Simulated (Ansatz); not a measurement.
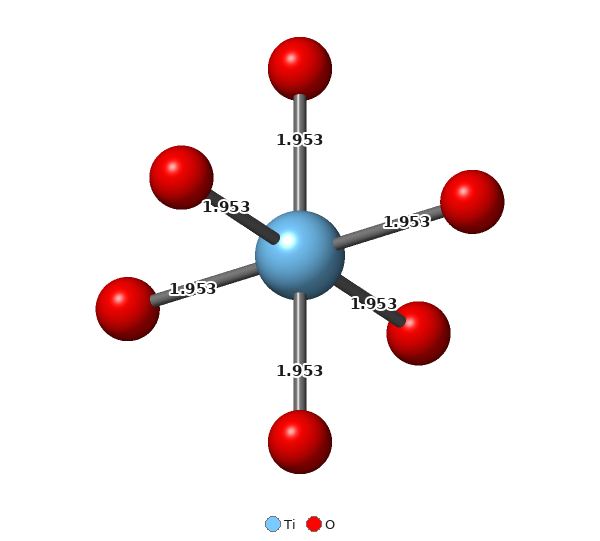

The surroundings of site Ti1 (at 0.500, 0.500, 0.500) in SrTiO3 in space group Pm-3m, with bond lengths in Å.

The cell is taken from the input geometry of an electronic-structure calculation (not necessarily at equilibrium).

```
CELL_PARAMETERS angstrom
3.90685 0.00000 0.00000
0.00000 3.90685 0.00000
0.00000 0.00000 3.90685
ATOMIC_POSITIONS crystal
Sr 0.00000 0.00000 0.00000
Ti 0.50000 0.50000 0.50000
O 0.50000 0.00000 0.50000
O 0.50000 0.50000 0.00000
O 0.00000 0.50000 0.50000
```

Bond valence s = exp((R0 − d)/b), R0 fitted to published crystal structures with b = 0.37 Å, summed over all anions within 5 Å; R0 in Å: Ti3+–O 1.778; Ti4+–O 1.801.

Question: Which oxidation state of Ti do these bonds support?

Answer: With the Ti3+ parameters the computed sum is 6 × 0.623 = 3.74. With the Ti4+ parameters the computed sum is 6 × 0.663 = 3.98. The sum matches its own assumption best for Ti4+, which also balances the formula's charge.

Further R0 (Å): Sr2+–O 2.105.

Question: And over the whole structure?

Answer:
| site | x, y, z | formal valence | bond-valence sum | difference |
| --- | --- | --- | --- | --- |
| Sr1 | 0.000, 0.000, 0.000 | +2 | 2.05 | 0.05 |
| Ti1 | 0.500, 0.500, 0.500 | +4 | 4.00 | 0.00 |
| O1 | 0.500, 0.000, 0.500 | −2 | 2.01 | 0.01 |

These sums include all anions within 5 Å. The global instability index (root mean square of the differences over all atoms) is 0.02 v.u.: little strain. The cell was not relaxed for this table, and a volume that is off by a few per cent shifts all sums together.
